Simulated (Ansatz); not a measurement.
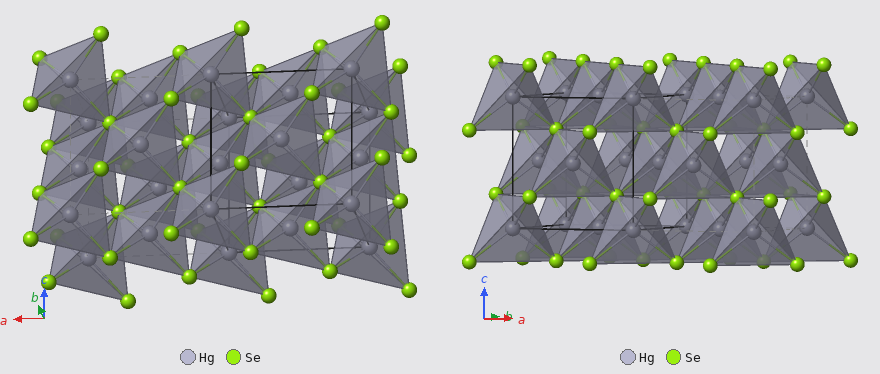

Polyhedra are drawn about Hg (bonds: Hg–Se below 3 Å); other atoms are plain spheres. Two views of the same piece.

HgSe (space group F-43m, No. 216). Coordinates: the input geometry of an electronic-structure calculation (not necessarily at equilibrium); the starting structure was generated, so it need not be a known form of this composition.

### What figure surrounds each Hg atom, and what does it share with the other drawn polyhedra?

Hg: HgSe4 tetrahedron, sharing corners with twelve neighbours.

### What is the connectivity of the polyhedra: isolated, groups, chains, layers or framework?

They form a three-dimensional framework of corner-sharing tetrahedra.
